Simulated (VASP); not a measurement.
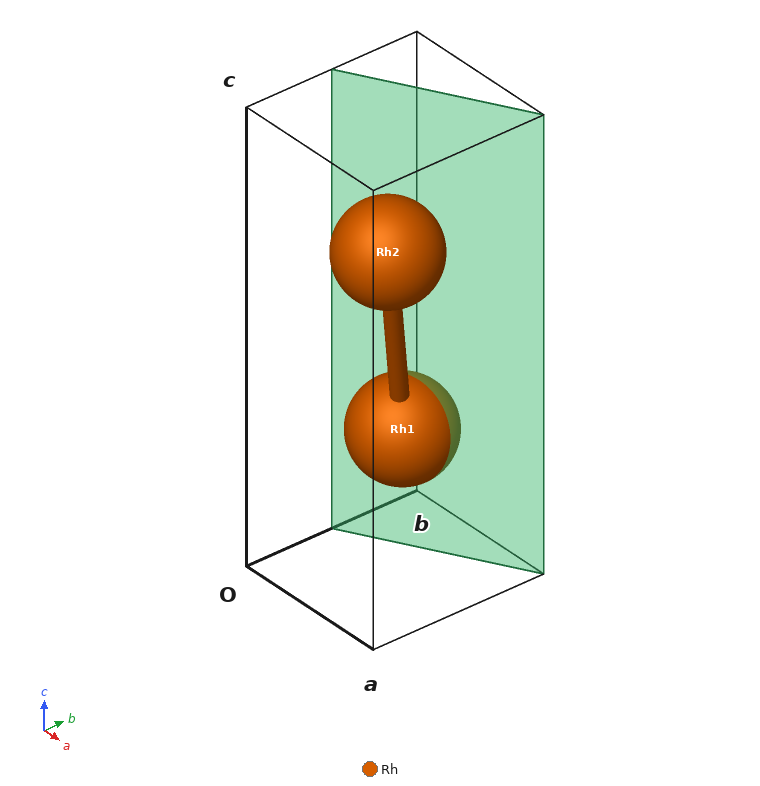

Crystal: Rh, the geometry relaxed with VASP Kohn-Sham DFT of a periodic cell, rSCAN, VASP PAW PBE potentials, recommended in VASP 6.6.1. The shaded plane is a symmetry element of the crystal. All values are computed from the atomic coordinates in the standard setting (tolerance 0.002 Å).

a = 2.700 Å, b = 2.700 Å, c = 4.369 Å, α = 90.00°, β = 90.00°, γ = 120.00°.

| atom | x | y | z |
| --- | --- | --- | --- |
| Rh1 | 0.3333 | 0.6667 | 0.2500 |
| Rh2 | 0.6667 | 0.3333 | 0.7500 |

Is it a mirror or a glide plane, and what is the operation?

Answer. It is a mirror plane, parallel to (1 −2 0), through (0.400, 0.700, 1/2): x, y, z → x, x−y+1, z.

Onto which atom does it carry each atom (up to whole multiples of a, b and c)?

Answer. Rh1 → Rh1, Rh2 → Rh2.

What is the crystal's space group?

Answer. P6_3/mmc, No. 194.
